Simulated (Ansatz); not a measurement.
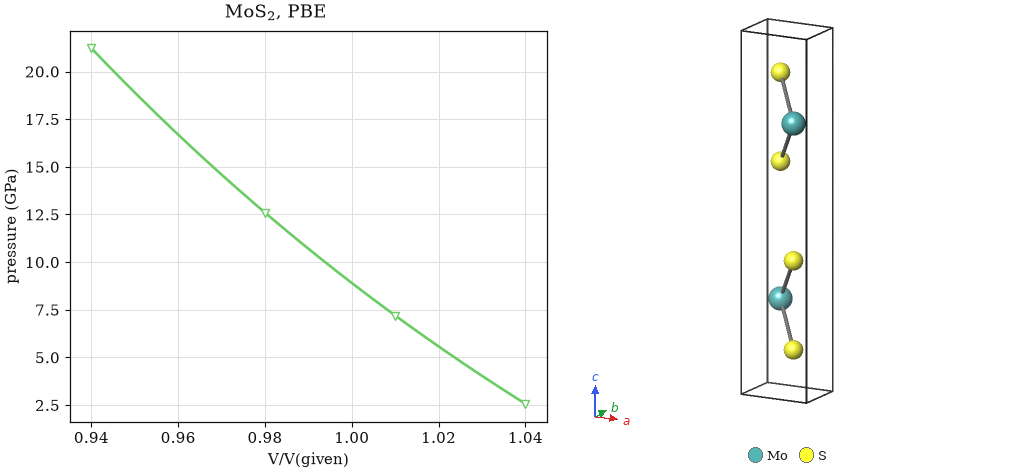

The picture above shows the pressure against V/V(given) for MoS₂, space group P6_3/mmc (No. 194). The conventional cell is drawn beside the plot.

Starting cell:
```cif
data_structure
_symmetry_space_group_name_H-M 'P 1'
_symmetry_Int_Tables_number 1
_cell_length_a 3.1610
_cell_length_b 3.1610
_cell_length_c 12.2950
_cell_angle_alpha 90.000
_cell_angle_beta 90.000
_cell_angle_gamma 120.000
_cell_volume 106.39
loop_
_atom_site_label
_atom_site_type_symbol
_atom_site_fract_x
_atom_site_fract_y
_atom_site_fract_z
_atom_site_occupancy
Mo1 Mo 0.33333 0.66667 0.25000 1
Mo2 Mo 0.66667 0.33333 0.75000 1
S1 S 0.33333 0.66667 0.62750 1
S2 S 0.66667 0.33333 0.12750 1
S3 S 0.33333 0.66667 0.87250 1
S4 S 0.66667 0.33333 0.37250 1
```

Calculation (Ansatz 0.2.0): periodic Kohn-Sham DFT of a crystal at fixed atoms, scaled to the stated factor times the given cell; pressure positive in compression. Level: PBE.

| setting | value |
| --- | --- |
| method | all-electron PAW |
| relativity | scalar |
| k mesh | 10×10×3 |
| occupations | Fermi–Dirac |
| smearing width | 0.03 eV |
| nucleus | Gaussian |

V(given) is 17.73 Å³/atom.

From this curve and the settings, what does the calculation give for the largest field gradient Vzz at the same points?

The largest field gradient Vzz rises from −9.783 1e21 V/m² at V/V(given) 0.94 to −8.675 1e21 V/m² at 1.04.

| V/V(given) | largest field gradient Vzz (1e21 V/m²) |
| --- | --- |
| 0.94 | −9.783 |
| 0.98 | −9.317 |
| 1.01 | −8.987 |
| 1.04 | −8.675 |

Keep in mind: field gradient without spin-orbit coupling on heavy atoms; the volumes run don't bracket the minimum of the energy, so any equilibrium value is extrapolated; shape and atomic fractions are frozen while scaling, which makes layered, chain and framework solids too stiff.
